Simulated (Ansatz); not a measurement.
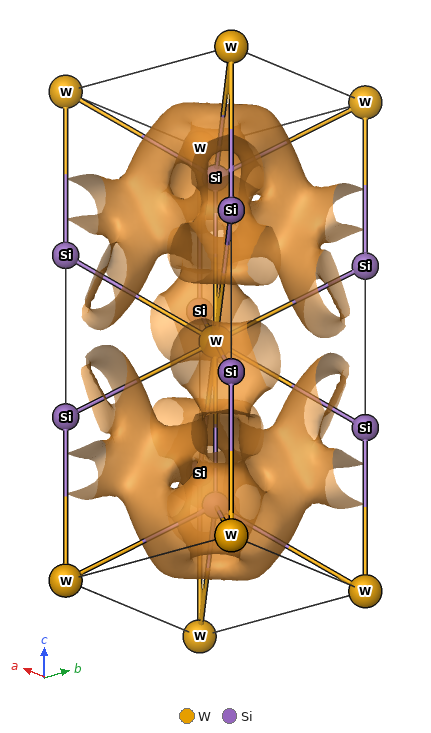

Figure 1: Si$_{2}$W. Isosurface of the ELF at 0.55 (orange), seen at an oblique angle. Core shells and regions of very low density are left out. Sticks mark near contacts.

Space group I4/mmm; computed pressure about 3 GPa in this cell.

Method: Kohn-Sham DFT of a periodic cell, PBE, Ansatz PAW in Ansatz 0.2.0.

In a PAW calculation such maps are meaningful between the atoms, not at the nuclei.

```yaml
crystal:
  lattice:
    - [3.21380, 0.00000, 0.00000]
    - [0.00000, 3.21380, 0.00000]
    - [0.00000, 0.00000, 7.82990]
  atoms:
    - { symbol: W, position: [0.00000, 0.00000, 0.00000] }
    - { symbol: W, position: [0.50000, 0.50000, 0.50000] }
    - { symbol: Si, position: [0.00000, 0.00000, 0.66530] }
    - { symbol: Si, position: [0.50000, 0.50000, 0.16530] }
    - { symbol: Si, position: [0.00000, 0.00000, 0.33470] }
    - { symbol: Si, position: [0.50000, 0.50000, 0.83470] }
```

Describe the localisation domains.

Answer. The ELF exceeds this value in sheets that run through the cell in two directions, counted in one cell of 6 atoms. Any copies at cell faces, edges or corners count once. Profiles from the grid: Si–W (2.62 Å): the ELF peaks at about 0.75 in the valence shell of Si, 0.9 Å from its nucleus, and is about 0.45 at the midpoint.
